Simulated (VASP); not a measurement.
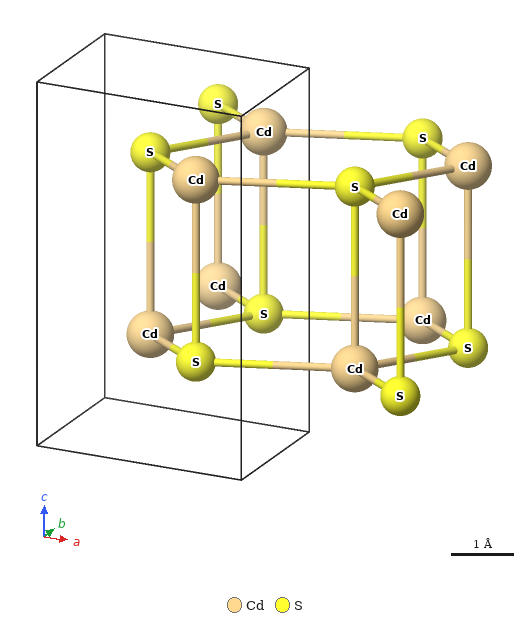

The input geometry (ball-and-stick view of the cell of the calculation, repeated 2 × 2 × 1, seen slightly off an axis). Near neighbours in the crystal (not all of them lie inside the picture): Cd has 5 S at 2.68 to 3.03 Å; S has 5 Cd at 2.68 to 3.03 Å.

Run report: CdS, band-structure calculation

- system: CdS (4 atoms in the cell)
- method: DFT, PBE, plane waves, PAW (VASP 6.6.1)

The structure was built on a prototype by a generator. The geometry comes from this level: r2SCAN (a point of a series of strains). It belongs to a series of runs on one base structure; here: hydrostatic strain +5.3%.

**OSZICAR**
```
N       E                     dE             d eps       ncg     rms          rms(c)
DAV:   1     0.244620487136E+03    0.24462E+03   -0.17192E+04  1092   0.125E+03
DAV:   2     0.186001438677E+01   -0.24276E+03   -0.23404E+03  1204   0.308E+02
DAV:   3    -0.128110841048E+02   -0.14671E+02   -0.14569E+02  1280   0.749E+01
DAV:   4    -0.129803564170E+02   -0.16927E+00   -0.16908E+00  1250   0.773E+00
DAV:   5    -0.129829590965E+02   -0.26027E-02   -0.26025E-02  1290   0.973E-01    0.795E+00
DAV:   6    -0.117134827251E+02    0.12695E+01   -0.22528E+00  1302   0.132E+01    0.688E+00
DAV:   7    -0.116904141689E+02    0.23069E-01   -0.54751E-01  1152   0.397E+00    0.383E+00
DAV:   8    -0.116890821527E+02    0.13320E-02   -0.47486E-02  1190   0.203E+00    0.324E-01
DAV:   9    -0.116873825989E+02    0.16996E-02   -0.92474E-03  1208   0.939E-01    0.113E-01
DAV:  10    -0.116879622790E+02   -0.57968E-03   -0.12406E-03  1148   0.247E-01    0.125E-01
DAV:  11    -0.116881097182E+02   -0.14744E-03   -0.13264E-04  1200   0.628E-02    0.567E-02
DAV:  12    -0.116881167578E+02   -0.70396E-05   -0.58052E-05  1166   0.401E-02    0.636E-03
DAV:  13    -0.116881191919E+02   -0.24342E-05   -0.66951E-06  1186   0.167E-02    0.443E-03
DAV:  14    -0.116881192997E+02   -0.10782E-06   -0.51142E-07  1092   0.525E-03    0.145E-03
DAV:  15    -0.116881193583E+02   -0.58522E-07   -0.18228E-07   988   0.335E-03
   1 F= -.11688119E+02 E0= -.11688119E+02  d E =-.109334E-07
       N       E                     dE             ncg
DAV:   1     0.203223045206E+04   -0.39054E+04      312
DAV:   2     0.616508063285E+03   -0.14157E+04      360
DAV:   3     0.540651705509E+03   -0.75856E+02      398
DAV:   4     0.539897489715E+03   -0.75422E+00      372
DAV:   5     0.539885476167E+03   -0.12014E-01      342
DAV:   6     0.539885156556E+03   -0.31961E-03      358
DAV:   7     0.539885146516E+03   -0.10040E-04      346
DAV:   8     0.539885146172E+03   -0.34371E-06      358
DAV:   9     0.539885146161E+03   -0.10955E-07      254
```

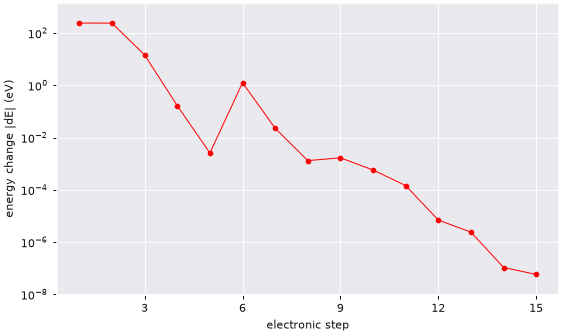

Convergence of the self-consistent field: energy change |dE| against the electronic step. It takes 15 electronic steps. The density is held fixed in the first few steps, and dE rises again when its update begins.

**Parts of OUTCAR**
```
k-points           NKPTS =     21   k-points in BZ     NKDIM =     21   number of bands    NBANDS=     26

   NELECT =      36.0000    total number of electrons

   dimension x,y,z NGX =    36 NGY =   36 NGZ =   48
   dimension x,y,z NGXF=    72 NGYF=   72 NGZF=   96

  energy-cutoff  :      520.00
  volume of cell :      112.83
      direct lattice vectors                 reciprocal lattice vectors
     4.640418326  0.000000000  0.000000000     0.215497813  0.124417720  0.000000000
    -2.320209163  4.018720155  0.000000000     0.000000000  0.248835441  0.000000000
     0.000000000  0.000000000  6.050469182     0.000000000  0.000000000  0.165276439

 k-points in reciprocal lattice and weights: KPOINTS created by Atomic Simulation Env
   0.00000000  0.00000000  0.00000000       0.007
   0.16666667  0.00000000  0.00000000       0.042
   0.33333333  0.00000000  0.00000000       0.042
   0.50000000  0.00000000  0.00000000       0.021
   0.16666667  0.16666667  0.00000000       0.042
   0.33333333  0.16666667  0.00000000       0.083
   0.33333333  0.33333333  0.00000000       0.014
   0.00000000  0.00000000  0.25000000       0.014
   0.16666667  0.00000000  0.25000000       0.083
   0.33333333  0.00000000  0.25000000       0.083
   0.50000000  0.00000000  0.25000000       0.042
   0.16666667  0.16666667  0.25000000       0.083
   0.33333333  0.16666667  0.25000000       0.167
   0.33333333  0.33333333  0.25000000       0.028
   0.00000000  0.00000000  0.50000000       0.007
   0.16666667  0.00000000  0.50000000       0.042
   0.33333333  0.00000000  0.50000000       0.042
   0.50000000  0.00000000  0.50000000       0.021
   0.16666667  0.16666667  0.50000000       0.042
   0.33333333  0.16666667  0.50000000       0.083
   0.33333333  0.33333333  0.50000000       0.014

 E-fermi :   0.7212

 k-point     1 :       0.0000    0.0000    0.0000
  band No.  band energies     occupation
      1     -11.2224      2.00000
      2     -10.7248      2.00000
      3      -7.0669      2.00000
      4      -7.0669      2.00000
      5      -7.0620      2.00000
      6      -7.0620      2.00000
      7      -6.8675      2.00000
      8      -6.8675      2.00000
      9      -6.8456      2.00000
     10      -6.7366      2.00000
     11      -6.7366      2.00000
     12      -6.3232      2.00000
     13      -2.4631      2.00000
     14      -0.6268      2.00000
     15      -0.6268      2.00000
     16       0.1324      2.00000
     17       0.1324      2.00000
     18       0.2739      2.00000
     19       0.9924      0.00000
     20       1.2172      0.00000
     21       6.1163      0.00000
     22       6.1163      0.00000
     23       7.2762      0.00000
     24       7.2762      0.00000
     25       8.6072      0.00000
     26       9.2412      0.00000

 k-point     2 :       0.1667    0.0000    0.0000
  band No.  band energies     occupation
      1     -11.1530      2.00000
      2     -10.7116      2.00000
      3      -7.0377      2.00000
      4      -7.0374      2.00000
      5      -7.0237      2.00000
      6      -7.0232      2.00000
      7      -6.8764      2.00000
      8      -6.8758      2.00000
      9      -6.8281      2.00000
     10      -6.7576      2.00000
     11      -6.7312      2.00000
     12      -6.3372      2.00000
     13      -2.2776      2.00000
     14      -1.5111      2.00000
     15      -0.9353      2.00000
     16      -0.8883      2.00000
     17      -0.0106      2.00000
     18       0.1484      2.00000
     19       2.0814      0.00000
     20       2.1549      0.00000
     21       5.6614      0.00000
     22       6.7046      0.00000
     23       7.0984      0.00000
     24       7.7909      0.00000
     25       8.0135      0.00000
     26       8.6896      0.00000

 k-point     3 :       0.3333    0.0000    0.0000
  band No.  band energies     occupation
      1     -10.9943      2.00000
      2     -10.7032      2.00000
      3      -6.9741      2.00000
      4      -6.9587      2.00000
      5      -6.9454      2.00000
      6      -6.9106      2.00000
      7      -6.8948      2.00000
      8      -6.8925      2.00000
      9      -6.7946      2.00000
     10      -6.7722      2.00000
     11      -6.7222      2.00000
     12      -6.4045      2.00000
     13      -2.5525      2.00000
     14      -2.0254      2.00000
     15      -1.8071      2.00000
     16      -1.3321      2.00000
     17      -0.3049      2.00000
     18      -0.2133      2.00000
     19       2.8088      0.00000
     20       3.2542      0.00000
     21       5.9235      0.00000
     22       7.0199      0.00000
     23       7.3064      0.00000
     24       8.2311      0.00000
     25       8.3811      0.00000
     26       8.7214      0.00000

 k-point     4 :       0.5000    0.0000    0.0000
  band No.  band energies     occupation
      1     -10.8897      2.00000
      2     -10.7234      2.00000
      3      -6.9413      2.00000
      4      -6.9059      2.00000
      5      -6.9045      2.00000
      6      -6.9021      2.00000
      7      -6.8999      2.00000
      8      -6.8649      2.00000
      9      -6.8103      2.00000
     10      -6.7183      2.00000
     11      -6.6203      2.00000
     12      -6.5467      2.00000
     13      -2.9418      2.00000
     14      -2.4844      2.00000
     15      -1.5296      2.00000
     16      -1.4326      2.00000
     17      -0.5390      2.00000
     18      -0.4495      2.00000
     19       2.8679      0.00000
     20       3.6041      0.00000
     21       6.5977      0.00000
     22       6.6440      0.00000
     23       7.8915      0.00000
     24       8.3572      0.00000
     25       8.5472      0.00000
     26       9.7612      0.00000

 k-point     5 :       0.1667    0.1667    0.0000
  band No.  band energies     occupation
      1     -11.0378      2.00000
      2     -10.7018      2.00000
      3      -7.0069      2.00000
      4      -6.9826      2.00000
      5      -6.9588      2.00000
      6      -6.9376      2.00000
      7      -6.8956      2.00000
      8      -6.8812      2.00000
      9      -6.7908      2.00000
     10      -6.7883      2.00000
     11      -6.7235      2.00000
     12      -6.3730      2.00000
     13      -2.2143      2.00000
     14      -1.9451      2.00000
     15      -1.8466      2.00000
     16      -1.2936      2.00000
     17      -0.3503      2.00000
     18      -0.1002      2.00000
     19       2.9817      0.00000
     20       3.1304      0.00000
     21       5.4490      0.00000
     22       7.0738      0.00000
     23       7.4154      0.00000
     24       7.8755      0.00000
     25       7.9509      0.00000
     26       8.6503      0.00000

 [... the levels of 15 k-points are left out ...]

 k-point    21 :       0.3333    0.3333    0.5000
  band No.  band energies     occupation
      1     -10.7302      2.00000
      2     -10.7302      2.00000
      3      -7.0001      2.00000
      4      -7.0001      2.00000
      5      -6.9201      2.00000
      6      -6.9201      2.00000
      7      -6.8416      2.00000
      8      -6.8416      2.00000
      9      -6.8223      2.00000
     10      -6.8223      2.00000
     11      -6.5597      2.00000
     12      -6.5597      2.00000
     13      -3.2556      2.00000
     14      -3.2556      2.00000
     15      -1.6837      2.00000
     16      -1.6837      2.00000
     17       0.4219      2.00000
     18       0.4219      2.00000
     19       5.1735      0.00000
     20       5.1735      0.00000
     21       5.2249      0.00000
     22       5.2249      0.00000
     23       6.9926      0.00000
     24       6.9926      0.00000
     25       7.7955      0.00000
     26       7.7955      0.00000

  Total       -4.1667084     -4.1667084     -2.9761680      0.0000000      0.0000000      0.0000000
  in kB      -59.1656641    -59.1656641    -42.2604457      0.0000000      0.0000000      0.0000000
  external PRESSURE =     -53.5305913 kB  Pullay stress =       0.0000000 kB

 POSITION                                       TOTAL-FORCE (eV/Angst)
 -----------------------------------------------------------------------------------
      0.00000      2.67915      1.51262         0.000000     -0.000000     -0.000000
      2.32021      1.33957      4.53785        -0.000000      0.000000     -0.000000
      2.32021      1.33957      1.51262         0.000000      0.000000      0.000000
      0.00000      2.67915      4.53785        -0.000000     -0.000000      0.000000
 -----------------------------------------------------------------------------------
    total drift:                                0.000000     -0.000000     -0.000000

  FREE ENERGIE OF THE ION-ELECTRON SYSTEM (eV)
  ---------------------------------------------------
  free  energy   TOTEN  =       -11.6881193583 eV

  energy  without entropy=      -11.6881193473  energy(sigma->0) =      -11.68811935
```

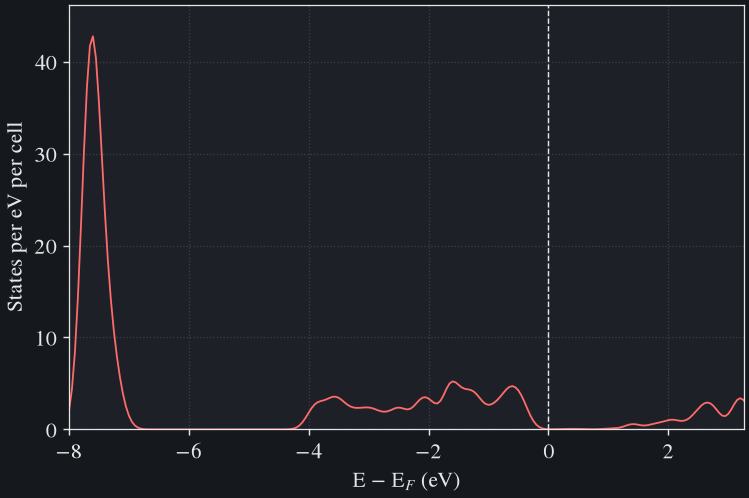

Density of states (the curve is built from the levels of the k mesh with Gaussians 0.3 eV wide, which also blur the band edges), with energies from the Fermi level. Small ripples come from the finite k-point mesh.

The run was set up as follows.

**INCAR**
```
ENCUT = 520.000000
SIGMA = 0.020000
EDIFF = 1.00e-07
GGA = PE
PREC = Accurate
IBRION = -1
ISIF = 2
ISMEAR = -1
NBANDS = 26
NELM = 120
NSW = 0
LASPH = .TRUE.
LCHARG = .FALSE.
LWAVE = .FALSE.
LREAL = .FALSE.
```

**KPOINTS**
```
KPOINTS created by Atomic Simulation Environment
0
Gamma
6 6 4
0 0 0
```

**KPOINTS_OPT**
```
special points
6
Reciprocal
0.0000000000 0.0000000000 0.0000000000 1
0.5000000000 0.0000000000 0.0000000000 1
0.3333333333 0.3333333333 0.0000000000 1
0.0000000000 0.0000000000 0.5000000000 1
0.5000000000 0.0000000000 0.5000000000 1
0.3333333333 0.3333333333 0.5000000000 1
```

**POSCAR**
```
Cd S
 1.0000000000000000
     4.6404183262138199    0.0000000000000000    0.0000000000000000
    -2.3202091631069099    4.0187201546880322    0.0000000000000000
     0.0000000000000000    0.0000000000000000    6.0504691820999996
 Cd  S
   2   2
Cartesian
  0.0000000000000000  2.6791467697920215  1.5126172955249999
  2.3202091631069099  1.3395733848960107  4.5378518865749999
  2.3202091631069099  1.3395733848960107  1.5126172955249999
  0.0000000000000000  2.6791467697920215  4.5378518865749999
```

Launch command:
```bash
mpirun -np 1 vasp_std
```

**Summary**

| quantity | value |
| --- | --- |
| outcome | converged |
| space group (tolerance 0.01 Å) | P6₃/mmc (194) |
| electrons treated | 36 |
| free energy | −11.6881 eV |
| Fermi energy | 0.721 eV |
| band gap | 0.57 eV |
| pressure | −5.35 GPa |
| largest force (length of the vector) | under 0.001 eV/Å |
| hardware | 1 CPU thread, shared host |
| wall time | 60 s |
| peak memory | 0.28 GiB |

**Notes**

The cell is under a tension of 5.4 GPa at this level, so it is not at its equilibrium volume.
